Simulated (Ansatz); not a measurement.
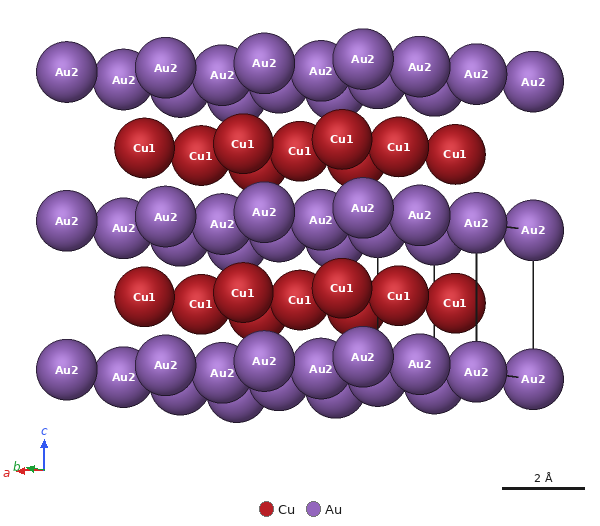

The starting point is a symmetric starting cell of CuAu. The picture is a spheres-only view of the cell of the calculation, repeated 3 × 3 × 2 with one cell outlined, seen from a free direction.

These are results of DFT LDA, scalar-relativistic, plane waves, PAW (Ansatz), not measurements. Set-up: plane-wave cutoff 420 eV; k-point mesh 16 × 16 × 12; occupations gaussian; smearing width 0.1 eV; no spin polarisation.

Now this is done to it. All lengths are scaled by −0.7 % (volume −2.2 %), the atoms keeping their fractional coordinates. No relaxation follows. The starting cell wasn't computed here and needn't be at equilibrium, so pressure and forces aren't due to the change alone.

> What does the calculation give for the changed structure?

The pressure is −3.7 GPa (not all of it need come from the change, since the unchanged cell can be under pressure at this level too). The principal stresses (compression positive) are −4.5 GPa along c and −3.3 GPa across it. All forces vanish by symmetry. Among the bonded contacts that change: Cu–Cu 2.800 → 2.780 Å, Au–Au 2.800 → 2.780 Å, Au–Cu 2.699 → 2.680 Å. The space group stays P4/mmm (No. 123).
